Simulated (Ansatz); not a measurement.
# Hg: what the electrons do

Space group I4/mmm. The cell comes from a database of computed structures, not from a measurement.

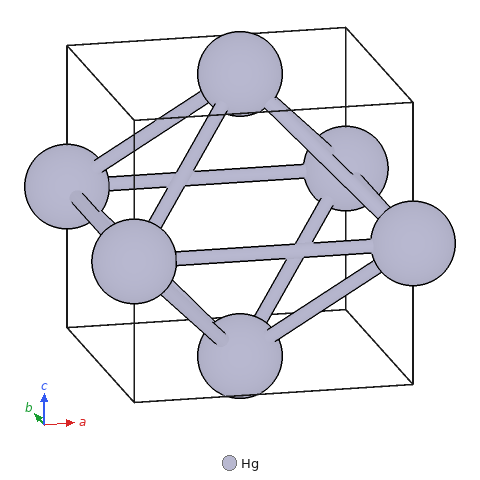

The conventional cell.

```cif
data_structure
_symmetry_space_group_name_H-M 'P 1'
_symmetry_Int_Tables_number 1
_cell_length_a 3.7535
_cell_length_b 3.7535
_cell_length_c 3.8337
_cell_angle_alpha 90.000
_cell_angle_beta 90.000
_cell_angle_gamma 90.000
_cell_volume 54.01
loop_
_atom_site_label
_atom_site_type_symbol
_atom_site_fract_x
_atom_site_fract_y
_atom_site_fract_z
_atom_site_occupancy
Hg1 Hg 0.00000 0.00000 0.50000 1
Hg2 Hg 0.50000 0.50000 0.00000 1
```

Computed with Ansatz, DFT PBE, scalar-relativistic, plane waves, PAW.

Core electrons are frozen (PAW), so the maps are meaningful between the atoms, not at the nuclei.

## 1. Bonding charge

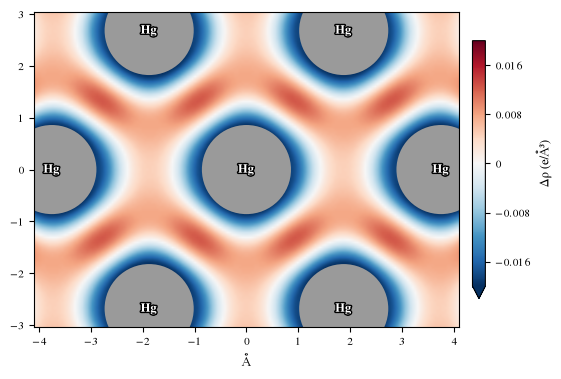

Density of the crystal less the sum of free-atom densities: a map on the (101̄) plane of the conventional cell, with grey discs over the atomic cores. Cores are masked to 0.9 Å (Hg).

Describe the bonding charge.

Hg–Hg (3.27 Å): Δρ is +0.012 e/Å³ at the midpoint.
- Over the whole cell, outside the masked cores, the largest gain, 0.012 e/Å³, lies 1.6 Å from a mercury nucleus, and the largest loss lies at the edge of the masked core of Hg.
- The rearranged charge, half the integral of |Δρ|, is about 0.10 e an atom.

## 2. States by energy

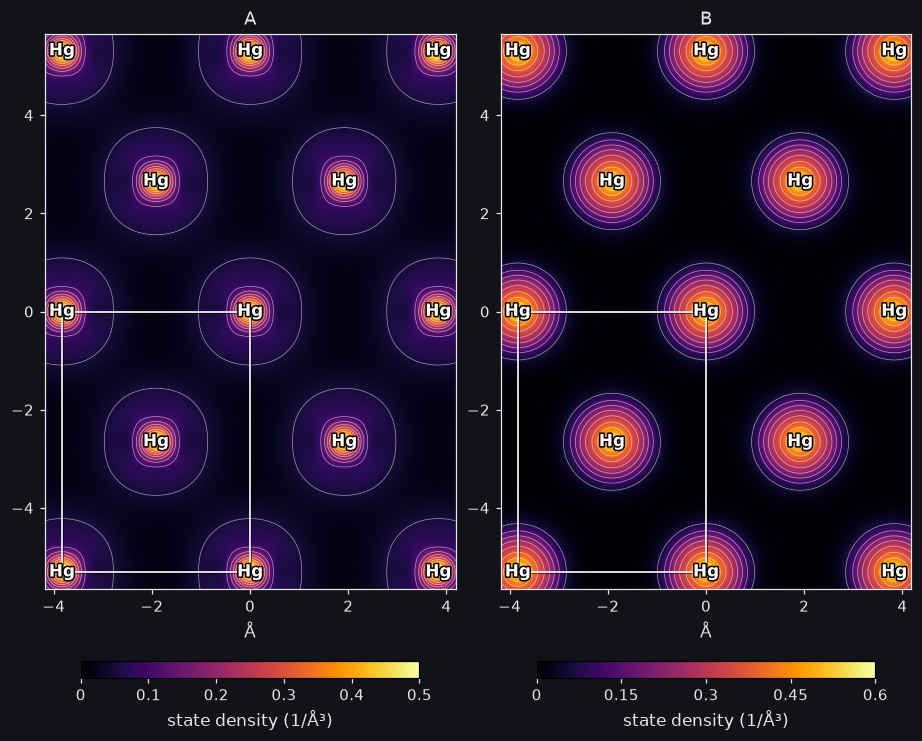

Hg: densities of the states in two energy windows, on the (110) plane of the conventional cell.

Match the panels to the energy ranges (zero at the Fermi level): −8.1 to −5.4 eV and −5.4 to −2.7 eV.

Panel A: −5.4 to −2.7 eV, the middle third of the occupied valence band, mainly Hg 6s (80 %) and Hg 5d (20 %).
Panel B: −8.1 to −5.4 eV, the lower third of the occupied valence band, mainly Hg 5d (95 %).
The characters are Löwdin shares on a minimal set of atomic orbitals.

## 3. Change of volume

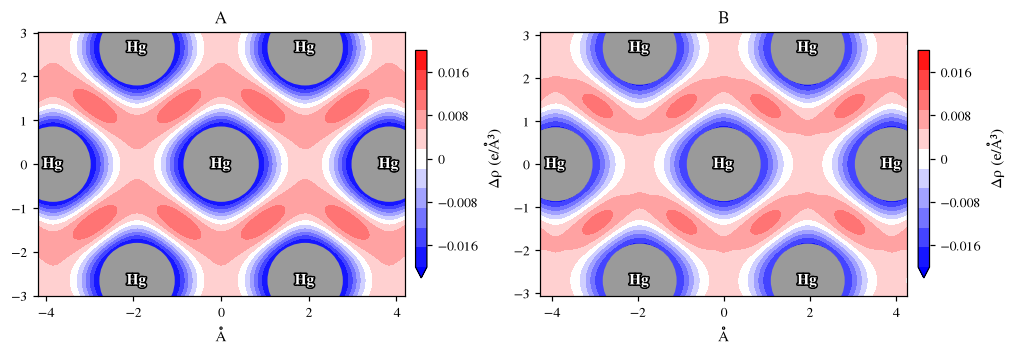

Hg: deformation density on the (110) plane of the conventional cell at two volumes, with the same fractional coordinates and one colour scale. Grey discs cover the cores. Panel B has 106 % of the volume of panel A.

How do bonds, bonding charge and pressure respond to this change of volume?

From A to B, Hg–Hg goes from 3.27 to 3.34 Å, and Δρ at its midpoint from +0.012 to +0.011 e/Å³.
The pressure is 0.9 GPa in A and 0.3 GPa in B.
The rearranged charge is 0.10 e an atom in A and 0.09 e in B.

## 4. Putting it together

The two pressures give a mean stiffness −ΔP/Δln V of about 11 GPa over this range, with the atoms held at their fractional positions.

Run times: 6.8 s (base cell), 2.8 s (state densities) and 6.6 s (scaled cell), on 1 thread of Arm Neoverse V2 (shared host).
